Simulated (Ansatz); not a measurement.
A series of calculations on Y

**1. Relaxation**

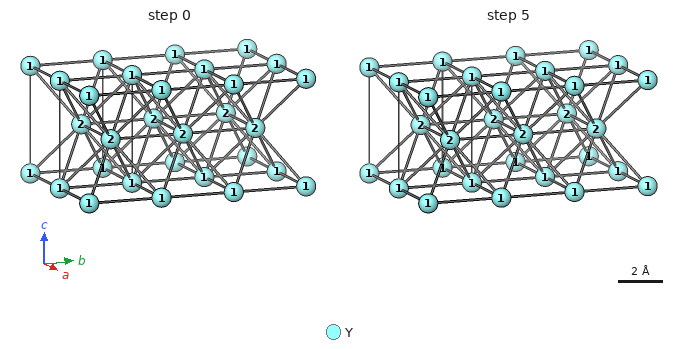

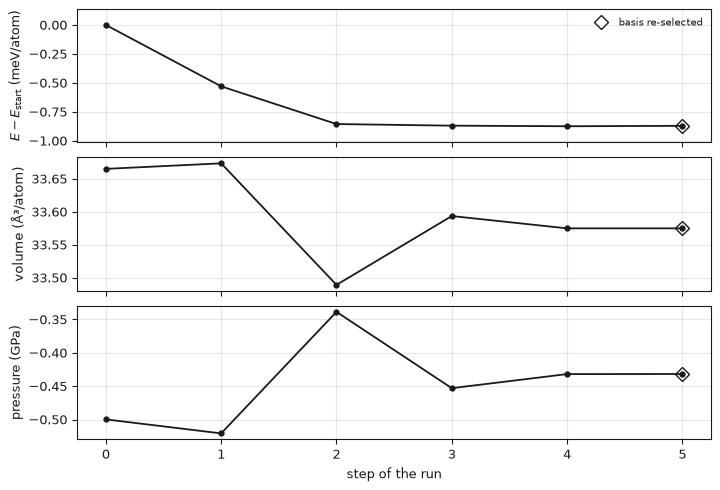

First and last geometry of a relaxation of crystalline Y (set up in Immm), with the history of the run. A ball-and-stick model of the cell of the calculation, repeated 2 × 3 × 1 with one cell outlined, seen slightly off an axis.

Case: uniaxial strain along a of +3.0 %; b, c and atoms relaxed.

Computed with Ansatz 0.2.0, DFT r2SCAN, scalar-relativistic, plane waves, PAW.

Input file:
```yaml
crystal:
  lattice:
    - [2.6269656933, 2.6269656933, 0.0]
    - [-2.5313237384, 2.5313237384, 0.0]
    - [0.0, 0.0, 5.0626474769]
  atoms:
    - { symbol: "Y", position: [0.0, 0.0, 0.0] }
    - { symbol: "Y", position: [0.5, 0.5, 0.5] }
basis:
  ecutwfc: 500
kpoints:
  mp_grid: { grid: [14, 14, 10] }
hamiltonian:
  xc: r2scan
scf:
  occupations: { method: gaussian, width: 0.1 }
output:
  forces: true
  stress: true
  eigenvalues: true
relax:
  adjacent_minimum: "off"
  f_tol: 0.008
  max_steps: 40
  cell: { stress_tol: 0.015, fix: [a, angles] }
```

Launched with:
```bash
ansatz run input.yaml --threads 1 --pin off --max-ram 2560MiB --backend cpu --events-out ev --progress --plain --runs-dir out
```

Did the run converge, and what did it change?

It converged. No atom moves by more than 0.005 Å relative to the cell. The volume changes by −0.3 %, with a unchanged at 3.715 Å, b 3.580 → 3.621 Å (+1.2 %), c 5.063 → 4.991 Å (−1.4 %). Among the contacts that change: Y1–Y1 3.580 → 3.621 Å, Y1–Y2 3.614 → 3.600 Å. The space group stays Immm (No. 71). The energy falls by 0.9 meV per atom in 4 accepted moves (5 points after the start). All forces vanish by symmetry, so only the cell relaxes. Pressure: −0.50 GPa at the start and −0.43 GPa at the end. The SCF was repeated once at an unchanged geometry on a basis and grid sized afresh for the cell, which shifted the energy by less than 0.05 meV per atom at most.

```csv
step,"E − E(0), meV/atom","pressure, GPa","volume, Å³/atom",note
0,0.00,-0.50,33.665,
1,-0.53,-0.52,33.673,
2,-0.86,-0.34,33.489,
3,-0.87,-0.45,33.594,
4,-0.87,-0.43,33.575,
5,-0.87,-0.43,33.575,"same geometry, new basis"
```

**2. Relaxation**

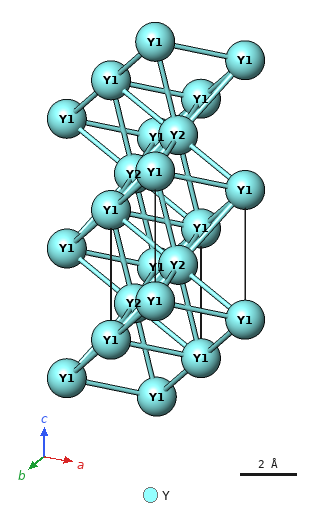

Solid Y (set up in Immm), before the relaxation. Style: ball-and-stick. Shown: the cell of the calculation, repeated 1 × 2 × 2 with one cell outlined, from a free direction.

Case: uniaxial strain along a of -1.0 %; b, c and atoms relaxed.

Computed with DFT r2SCAN, scalar-relativistic, plane waves, PAW in Ansatz 0.2.0.

Input file:
```yaml
crystal:
  lattice:
    - [2.5249476081, 2.5249476081, 0.0]
    - [-2.5568282597, 2.5568282597, 0.0]
    - [0.0, 0.0, 5.1136565194]
  atoms:
    - { symbol: "Y", position: [0.0, 0.0, 0.0] }
    - { symbol: "Y", position: [0.5, 0.5, 0.5] }
basis:
  ecutwfc: 500
kpoints:
  mp_grid: { grid: [14, 14, 10] }
hamiltonian:
  xc: r2scan
scf:
  occupations: { method: gaussian, width: 0.1 }
output:
  forces: true
  stress: true
  eigenvalues: true
relax:
  adjacent_minimum: "off"
  f_tol: 0.008
  max_steps: 40
  cell: { stress_tol: 0.015, fix: [a, angles] }
```

Launched with:
```bash
ansatz run input.yaml --threads 1 --pin off --max-ram 2560MiB --backend cpu --events-out ev --progress --plain --runs-dir out
```

Q: Where does the relaxation end?

A: The atoms keep their places relative to the cell (all moves are under 0.005 Å). Cell: a unchanged at 3.571 Å, b 3.616 → 3.600 Å (−0.4 %), c 5.114 → 5.140 Å (+0.5 %). Volume +0.1 %. Some distances before and after: Y1–Y1 3.616 → 3.600 Å, Y1–Y2 3.605 → 3.610 Å. The space group stays Immm (No. 71). The energy falls by 0.1 meV per atom in 3 accepted moves (4 points after the start). All forces vanish by symmetry, so only the cell relaxes. Pressure: 0.19 GPa at the start and 0.16 GPa at the end. At 1 point the geometry stayed and the basis and grid were re-selected for the new cell (energy shift of less than 0.05 meV per atom at most each time). The run took 4.7 min on 1 thread of Arm Neoverse V1 (shared host), peak memory 0.8 GiB.

History of the run:

| step | E − E(0), meV/atom | pressure, GPa | volume, Å³/atom | note |
| --- | --- | --- | --- | --- |
| 0 | 0.00 | 0.19 | 33.013 |  |
| 1 | -0.09 | 0.19 | 33.012 |  |
| 2 | -0.13 | 0.13 | 33.061 |  |
| 3 | -0.13 | 0.16 | 33.035 |  |
| 4 | -0.13 | 0.16 | 33.035 | same geometry, new basis |

**3. Scan**

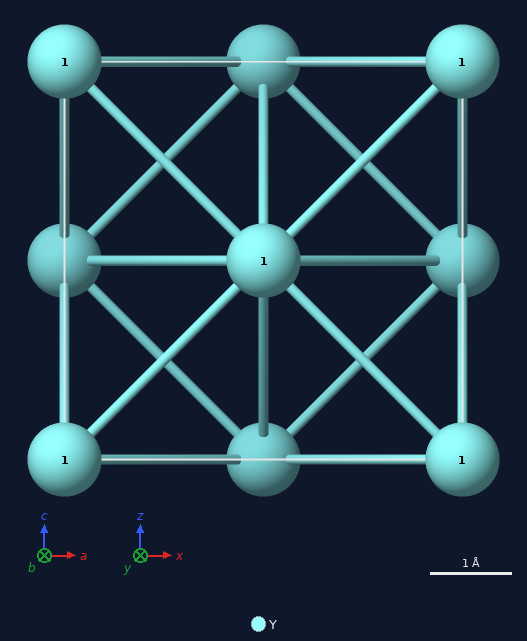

Energy scan for a crystal of Y (Fm-3m), in which the ratio of the cell's length along z to its lengths across, counted as 1 for the reference, is changed at fixed volume (a tetragonal or Bain path), with the atoms kept at their fractional coordinates. x, y and z are the Cartesian axes of the input. The picture shows the reference cell. A ball-and-stick model of the conventional cell (4 times the calculation's cell), seen along the b axis. Lengths and directions refer to the drawn axes.

The calculation used Ansatz, DFT PBEsol, scalar-relativistic, plane waves, PAW. Settings: plane-wave cutoff 420 eV; k-point mesh 18 × 18 × 18; occupations gaussian; smearing width 0.15 eV; no spin polarisation. Energies (free energies at the smearing named) are counted from the cell as listed in its source, which wasn't relaxed.

The input:
```yaml
crystal:
  lattice:
    - [0.0, 2.485, 2.485]
    - [2.485, 0.0, 2.485]
    - [2.485, 2.485, 0.0]
  atoms:
    - { symbol: "Y", position: [0.0, 0.0, 0.0] }
basis:
  ecutwfc: 420
kpoints:
  mp_grid: { grid: [18, 18, 18] }
hamiltonian:
  xc: pbesol
scf:
  occupations: { method: gaussian, width: 0.15 }
output:
  forces: true
  stress: true
  eigenvalues: true
  write_density: true
  write_potential: true
  elf: true
  volumetric_format: npy
```

Command:
```bash
ansatz run input.yaml --threads 1 --pin off --max-ram 2560MiB --backend cpu --events-out ev --progress --plain --runs-dir out
```

> Predict the energy profile (the relative ratio: 0.650, 0.707, 0.780, 0.850, 0.920, 0.960, 1.000, 1.050, 1.100, 1.200, 1.300, 1.414, 1.500).

```tsv
axial ratio over its reference value	ΔE (meV/atom)
0.650	99
0.707	106
0.780	81
0.850	41
0.920	12
0.960	3
1.000	0
1.050	5
1.100	19
1.200	72
1.300	153
1.414	282
1.500	398
```

The lowest computed point lies at the relative ratio 1.00 (0 meV/atom). The distortion takes the space group from Fm-3m to I4/mmm, except for Im-3m at 0.707. At the relative ratio 1.50 the cell of the drawing goes a 4.970 → 4.342 Å, b 4.970 → 4.342 Å, c 4.970 → 6.513 Å.
